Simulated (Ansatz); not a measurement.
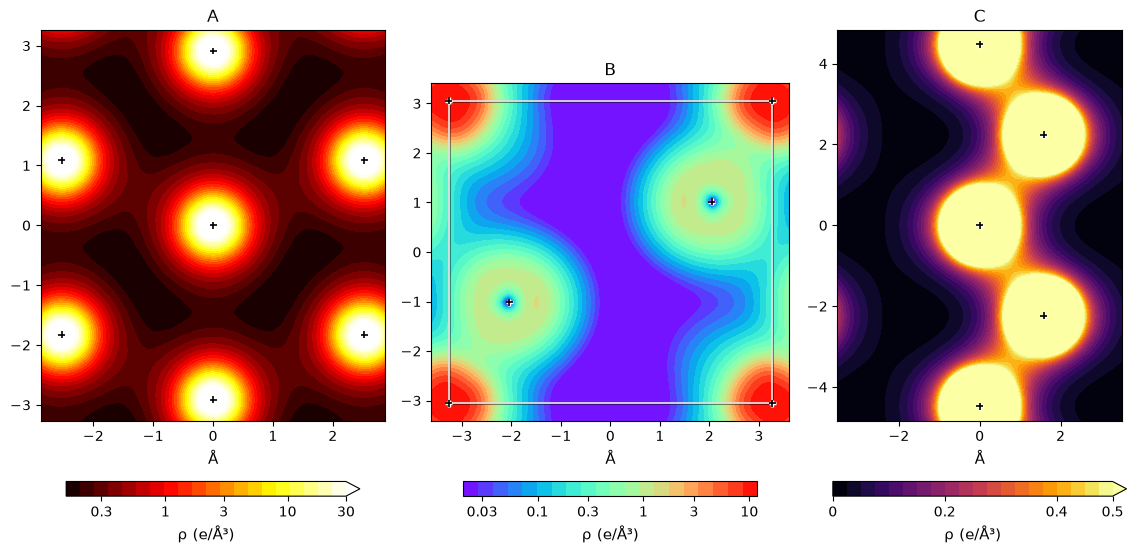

The valence charge density (pseudo) of 3 systems, each on a plane through atoms (crosses mark nuclei in the plane).

All numbers below come from Kohn-Sham DFT of a periodic cell, HSE06, Ansatz PAW in Ansatz.

System 1: Sn, the (110) plane of the conventional cell. Space group Fd-3m; computed pressure about 6 GPa in this cell.

```yaml
crystal:
  lattice:
    - [6.33468, 0.00000, 0.00000]
    - [0.00000, 6.33468, 0.00000]
    - [0.00000, 0.00000, 6.33468]
  atoms:
    - { symbol: Sn, position: [0.25000, 0.25000, 0.25000] }
    - { symbol: Sn, position: [0.75000, 0.75000, 0.25000] }
    - { symbol: Sn, position: [0.75000, 0.25000, 0.75000] }
    - { symbol: Sn, position: [0.25000, 0.75000, 0.75000] }
    - { symbol: Sn, position: [0.00000, 0.00000, 0.00000] }
    - { symbol: Sn, position: [0.50000, 0.50000, 0.00000] }
    - { symbol: Sn, position: [0.50000, 0.00000, 0.50000] }
    - { symbol: Sn, position: [0.00000, 0.50000, 0.50000] }
```

System 2: PtS$_{2}$, the (110) plane of the conventional cell. Space group P-3m1.

```
Pt S
1.0
     3.52722    0.00000    0.00000
    -1.76361    3.05467    0.00000
     0.00000    0.00000    6.53550
Pt S
1 2
Cartesian
  0.0000 0.0000 0.0000
  1.7636 1.0182 5.3115
  0.0000 2.0365 1.2240
```

System 3: Ge, the (010) plane of the conventional cell. Space group Imma; a structure from a database of computed crystals, not necessarily the ambient phase; computed pressure about −3 GPa in this cell.

```cif
data_structure
_symmetry_space_group_name_H-M 'P 1'
_symmetry_Int_Tables_number 1
_cell_length_a 5.0575
_cell_length_b 5.3715
_cell_length_c 2.9117
_cell_angle_alpha 90.000
_cell_angle_beta 90.000
_cell_angle_gamma 90.000
_cell_volume 79.10
loop_
_atom_site_label
_atom_site_type_symbol
_atom_site_fract_x
_atom_site_fract_y
_atom_site_fract_z
_atom_site_occupancy
Ge1 Ge 0.00000 0.75000 0.06406 1
Ge2 Ge 0.50000 0.25000 0.56406 1
Ge3 Ge 0.00000 0.25000 0.93594 1
Ge4 Ge 0.50000 0.75000 0.43594 1
```

Question: Match each panel to its system.

Answer: Panel A is system 3, Ge: the plane holds Ge. Ge–Ge (2.91 Å): ρ at the midpoint is about 0.22 e/Å³. Panel B is system 2, PtS$_{2}$: the plane holds Pt and S. Pt–S (2.38 Å): ρ is about 0.7 e/Å³ halfway. Panel C is system 1, Sn: the plane holds Sn. Sn–Sn (2.74 Å): the density is about 0.42 e/Å³ at the midpoint.
